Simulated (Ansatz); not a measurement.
# Ir: single-point calculation

- system: Ir (2 atoms in the cell)
- method: DFT r2SCAN, scalar-relativistic, plane waves, PAW, no spin polarisation (Ansatz 0.2.0)

The structure derives from a Materials Project entry. It belongs to a series of runs on one base structure; here: the same crystal in its conventional cell. Figures and captions count atoms from 1; the log counts them from 0 in places.

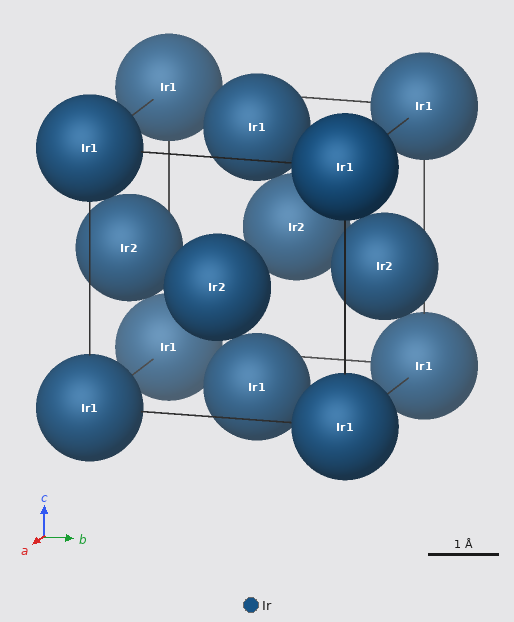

**Figure 1.** The structure as given in the input (spheres-only view of the cell 2 times as large as that of the calculation, set on its symmetry axes, seen slightly off an axis; atoms are numbered from 1 in the order of the input). An atom can appear more than once, as a periodic image.

Results in brief:

```csv
quantity,value
outcome,converged
space group (tolerance 0.01 Å),Fm-3m (225)
electrons treated,34
free energy,−23897.4533 eV
Fermi energy,25.430 eV
gap on the k-point mesh,none (metallic)
pressure,0.00 GPa
largest force (length of the vector),under 0.001 eV/Å
hardware,"1 thread of Intel Xeon (Sapphire Rapids), 32 GiB of memory available, shared host"
wall time,19 s
peak memory,0.65 GiB
```

Notes:

Spin–orbit coupling is left out, which matters for Ir.

Input file:
```yaml
crystal:
  lattice:
    - [1.9220887788, 1.9220887788, 0.0]
    - [-1.9220887788, 1.9220887788, 0.0]
    - [0.0, 0.0, 3.8441775577]
  atoms:
    - { symbol: Ir, position: [0.0, 0.0, 0.0] }
    - { symbol: Ir, position: [0.5, 0.5, 0.5] }
basis:
  ecutwfc: 500
kpoints:
  mp_grid: { grid: [20, 20, 14] }
hamiltonian:
  xc: r2scan
scf:
  occupations: { method: gaussian, width: 0.1 }
output:
  forces: true
  stress: true
  eigenvalues: true
```

Run as:
```bash
ansatz run input.yaml --threads 1 --pin off --max-ram 2560MiB --backend cpu --events-out ev --progress --plain --runs-dir out
```

What the program printed:
```
Engine: ansatz 0.2.0, x86_64-unknown-linux-gnu
Pseudopotentials: kind: paw
Pseudopotential: Ir, paw, valence charge 17, recommended cutoff 500 eV (meta_gga), Ir.paw.azcp
Functional definition: r2SCAN
  parameter k0 = 0.174
  parameter k1 = 0.065
  parameter a1 = 4.9479
  exchange = r2scan_x(k0 = k0, k1 = k1, a1 = a1)
  correlation = r2scan_c
Crystal: 2 atoms, lattice volume = 28.404 Å³
Basis set: ecut = 500 eV, 699 PW (Γ), exchange–correlation on 80×80×120 points (64 copies of the dense FFT grid, shifted against one another)
Bands: 21, of which v1, the nominal top of the filled ones, is band 17 counted from 1 (16 counted from 0)
Symmetry: 32 space group operations
Space group: Fm-3m (ITA 225), of the structure as read, at distance tolerance 3.1e-5 Å
k-points: 528 of 5600
Non-local potential: Ir, projectors of the file, l = 0: 3, l = 1: 2, l = 2: 2, l = 3: 1
PAW form: soft (Blöchl's): semilocal exchange-correlation on the pseudo side does not see the compensation charge
PAW frozen core: Ir, regenerated for the run's functional (the file was generated under x = pbe(κ = 0.804, μ = 0.2195149727645171), c = pbe(β = 0.06672455060314922))
PAW one-centre angular grid: Ir, 590 points (default); XC on 160 Gauss nodes
Initial density: superposition of atomic densities (neutral atoms: chi_scale 0, normalization atom), corrected by the library's trained network
Initial wavefunctions: pseudopotential atomic-orbital guess
Functional: x = r2scan, c = r2scan; τ floored in thin density (d = 2e-4 eV/Å³)
SCF iter   1: F=—  HF=-23897.397945 eV  |F-HF|=—  |Δ(HF+E_count)|=         —  Δρ=1.10e-2  dr2=1.47e-2  dr2_τ=7.38e-2  ethr=1.77e-3  ⟨swp⟩=5.1  Hψ=44393  notcnv=0
preconditioner: auto → none  [metal: Δε(μ)=0.005 eV  Ē_g=8.407 eV  σ=0.100 eV  W_gap=0.03  n_scr=6 (ndim 8)  ℏωp=29.6 eV  f_vac=0.000  D(μ)=1.62/eV (n_scr^D=14)  sad-step TF]
SCF iter   2: F=—  HF=-23897.452512 eV  |F-HF|=—  |Δ(HF+E_count)|=   5.46e-2  Δρ=6.66e-3  dr2=5.67e-3  dr2_τ=6.98e-4  ethr=4.32e-5  ⟨swp⟩=2.0  Hψ=21132  notcnv=0  defer=92
SCF iter   3: F=—  HF=-23897.453312 eV  |F-HF|=—  |Δ(HF+E_count)|=   8.00e-4  Δρ=9.20e-4  dr2=1.88e-4  dr2_τ=5.08e-5  ethr=1.67e-5  ⟨swp⟩=2.0  Hψ=15695  notcnv=0  defer=92
SCF iter   4: F=—  HF=-23897.453308 eV  |F-HF|=—  |Δ(HF+E_count)|=   4.68e-6  Δρ=1.42e-4  dr2=2.66e-6  dr2_τ=1.64e-6  ethr=5.54e-7  ⟨swp⟩=2.1  Hψ=16312  notcnv=0  defer=92
SCF iter   5: F=—  HF=-23897.453311 eV  |F-HF|=—  |Δ(HF+E_count)|=   3.67e-6  Δρ=5.66e-5  dr2=5.13e-7  dr2_τ=9.84e-8  ethr=7.83e-9  ⟨swp⟩=2.9  Hψ=20080  notcnv=0  defer=92
SCF iter   6: F=-23897.453312 eV  HF=-23897.453312 eV  |F-HF|=4.32e-8  |Δ(HF+E_count)|=   5.40e-7  Δρ=1.67e-5  dr2=4.95e-8  dr2_τ=2.66e-9  ethr=2.94e-10  ⟨swp⟩=5.9  Hψ=44632  notcnv=0
SCF 1 converged in 6 iterations: F = -23897.453312 eV  dr2 = 4.95e-8
  greatest PAW one-centre occupation: 1.000 electrons in one spin orbital (limit 2), on the Ir atom at site 1 (counted from 0), in its partial waves of l = 0
```

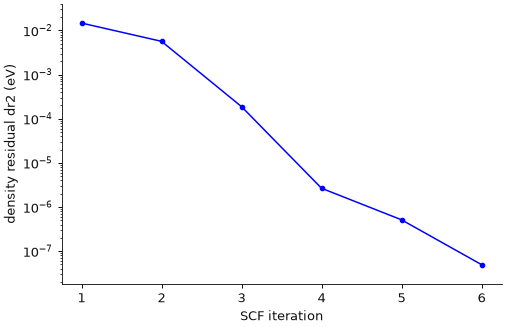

**Figure 2.** Convergence of the self-consistent field: density residual dr2 against the SCF iteration. The residual falls at every step.

```
SCF converged after 6 iterations
Free energy (F): -23897.453312 eV
Harris-Foulkes:  -23897.453312 eV  (|F-HF|=4.32e-8)
Internal energy: -23897.445408 eV  (E = F + TS)
E sigma→0 (E₀):  -23897.449360 eV
Entropy (-TS):   -0.007904 eV (-3.952 meV/atom)
Fermi energy:    25.429527 eV
--- Per-component energies (eV) ---
  E_band       = -205.035685
  E_kinetic    = 1246.975949
  E_local      = -2141.151593  (includes V_loc(G=0)·N_el)
  E_nonlocal   = 147.836638
  E_hartree    = 823.214959
  E_xc         = -510.976575
  E_vxc        = -667.198176  (∫ρ·V_xc dr)
  E_paw        = -18499.388648  (= ΣΔE_a)
  E_vpaw       = -479.351968  (= ΣTr[D̂ρ^β])
  E_aug_tail   = -0.000035  (compensation charges beyond the density's cutoff)
  E_vtau       = 41.415022  (kinetic-family band-sum trace: ∫τ·v_τ [+ j·A + Jᵃ·Aᵃ] dr)
  E_ewald      = -4963.322316
  E_core_change = -0.633787  (= ΣΔE_core)
  E_smearing   = -0.007904  (= −TS)
  E_closure    = -0.000000  (closes the sum)
  Σ components = -23897.453312   (vs F -23897.453312, Δ=0.00e0)
--- Forces (eV/Å), atoms counted from 1 ---
  atom   1  Ir    -0.00000000    -0.00000000     0.00000000
  atom   2  Ir     0.00000000    -0.00000000    -0.00000000
  max |Σ_I F_I| component: 1.63e-29 eV/Å
--- Stress (GPa, compression-positive) ---
       -0.043839       0.000000       0.000000
        0.000000      -0.043839       0.000000
        0.000000       0.000000       0.076297
  P = ⅓ Tr σ = -0.0038 GPa (-0.038 kbar)
--- Band table (eV; the first three rows and the last of 528) ---
  k-point 0: bands = ["-69.4773", "-69.3790", "-26.1020", "-25.6197", "-25.6197", "-25.3117", "-25.3098", "-25.3098", "13.9869", "17.2958", "17.8739", "21.4731", "21.4731", "21.4741", "24.1696", "24.1718", "26.2981", "27.0266", "27.0266", "27.2232", "36.5227"]
  k-point 1: bands = ["-69.4760", "-69.3803", "-26.0927", "-25.6159", "-25.6159", "-25.3224", "-25.3138", "-25.3138", "14.0668", "17.3310", "17.9085", "21.4119", "21.5174", "21.5174", "24.0994", "24.1950", "26.2670", "26.8770", "26.8940", "26.8940", "36.9721"]
  k-point 2: bands = ["-69.4724", "-69.3839", "-26.0655", "-25.6046", "-25.6046", "-25.3538", "-25.3254", "-25.3254", "14.3036", "17.4292", "18.0114", "21.2326", "21.6497", "21.6497", "23.8962", "24.2636", "26.0097", "26.1761", "26.5284", "26.5284", "38.1499"]
  k-point 527: bands = ["-69.3789", "-69.3789", "-25.8632", "-25.8632", "-25.8632", "-25.8632", "-25.6300", "-25.6300", "19.0040", "19.0040", "20.4285", "20.4285", "20.4285", "20.4285", "23.5584", "23.5584", "27.0332", "27.0332", "34.0629", "34.0629", "34.8812"]
```
